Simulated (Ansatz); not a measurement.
System: N, space group Fd-3m (No. 227) (one of a set of cubic test structures, which need not be the stable phase).

Computed with Ansatz 0.2.0 development build: equation of state of a cubic crystal from periodic Kohn-Sham density functional theory without spin, third-order Birch-Murnaghan fit to the free energies; pressure corrected for the finite basis. Level: r2SCAN.

- structure type: diamond
- atoms in cell: 2
- space group number: 227
- lattice centring: face-centred primitive
- k mesh: 14×14×14
- occupation method: Fermi–Dirac
- occupation width: 0.1 eV
- wave cutoff: 700 eV
- datasets: hard PAW
- density tolerance: 1e−09 eV
- bands: 9
- density cutoff ratio: 4
- search for lower states: default
- xc grid level: 2

Predict the energy above the lowest point and pressure against volume. The volume takes the values 8.4429, 8.7182, 8.9935, 9.2688, 9.5442 Å³/atom.

A third-order Birch–Murnaghan fit gives V0 = 8.98 Å³/atom, B0 = 172 GPa and B′ = 3.2. The energy above the lowest point is 18.8 meV/atom at volume 8.4429 Å³/atom and 17.3 meV/atom at 9.5442 Å³/atom; the lowest computed point is at volume 8.9935 Å³/atom (0.0 meV/atom). The pressure falls from 11.7 GPa at volume 8.4429 Å³/atom to −9.4 GPa at 9.5442 Å³/atom, and changes sign near 8.98 Å³/atom.

| volume (Å³/atom) | energy above the lowest point (meV/atom) | pressure (GPa) |
| --- | --- | --- |
| 8.4429 | 18.8 | 11.7 |
| 8.7182 | 4.3 | 5.4 |
| 8.9935 | 0.0 | −0.2 |
| 9.2688 | 4.7 | −5.1 |
| 9.5442 | 17.3 | −9.4 |

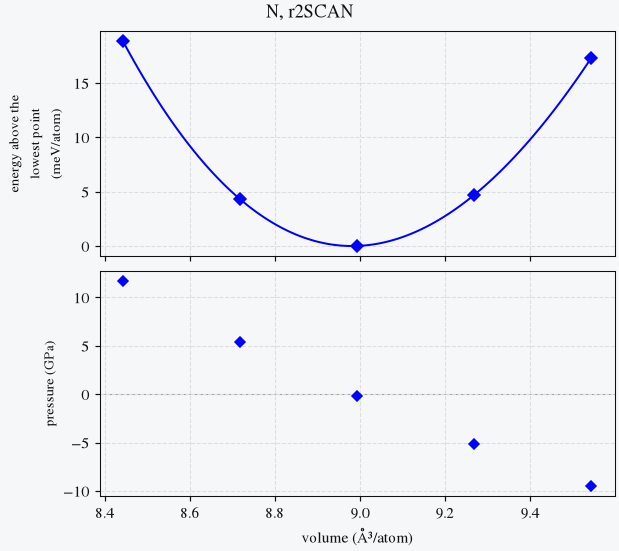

Note: cubic model structure, not the ambient form; pseudopotentials made with PBE, not this functional.
